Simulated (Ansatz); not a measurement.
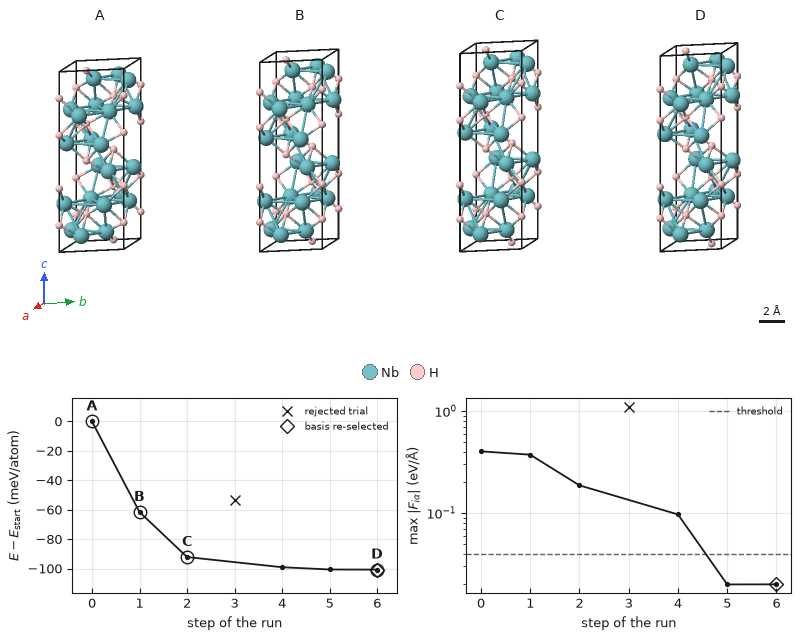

Frames of a relaxation of crystalline Nb3H2 (built on the corundum_167 type) (coarse preliminary run), marked on the history of the run. A ball-and-stick model of the conventional cell (3 times the calculation's cell), seen slightly off an axis. Lengths and directions refer to the drawn axes.

Case: corundum type (R-3c, No. 167).

Method: Ansatz 0.2.0, DFT PBE, scalar-relativistic, plane waves, PAW. Settings: plane-wave cutoff 420 eV; k-point mesh 6 × 6 × 6; occupations gaussian; smearing width 0.1 eV; no spin polarisation; cell and atoms relaxed; force threshold 0.04 eV/Å; at most 70 steps.

Q: What happens along the run?

A: The largest moves relative to the cell, 0.35 Å, are those of H atoms. Largest moves by element: H 0.35 Å, Nb 0.17 Å. Cell: a = b 5.364 → 5.092 Å (−5.1 %), c 14.644 → 15.878 Å (+8.4 %). Volume −2.3 %. Some distances before and after: Nb–Nb 3.230 → 2.908 Å, Nb–Nb 2.953 → 3.165 Å, Nb–Nb 2.845 → 3.004 Å, H–Nb 2.090 → 2.170 Å. Bond angles that change, for instance: Nb–H–Nb 101.2° → 84.2°, Nb–H–Nb 164.2° → 176.9°, Nb–H–Nb 79.6° → 88.6°. The space group stays R-3c (No. 167). Over 4 accepted moves (6 points after the start) the energy falls by 101 meV per atom. Largest force component: 0.4 eV/Å at the start, 0.02 eV/Å at the end. Pressure: −0.58 GPa at the start and 0.15 GPa at the end. The line search rejected the trial step at point 3 of the run. The SCF was repeated once at an unchanged geometry on a basis and grid sized afresh for the cell, which shifted the energy by 0.1 meV per atom at most. From step 0 to 1: H atoms move most (0.14 Å), volume −2.1 %, energy −61.6 meV per atom. From step 1 to 2: H atoms move most (0.10 Å), volume +2.4 %, energy −30.6 meV per atom. From step 2 to 6: H atoms move most (0.11 Å), volume −2.5 %, energy −8.5 meV per atom.

```csv
step,"E − E(0), meV/atom","largest force component, eV/Å","pressure, GPa","volume, Å³/atom",note
0,0.00,0.4024,-0.58,12.161,
1,-61.56,0.3732,1.61,11.904,
2,-92.15,0.1866,-3.74,12.186,
3,-53.31,1.1045,9.38,11.367,rejected
4,-99.07,0.0968,1.17,11.827,
5,-100.61,0.0199,0.15,11.884,
6,-100.70,0.0200,0.15,11.884,"same geometry, new basis"
```
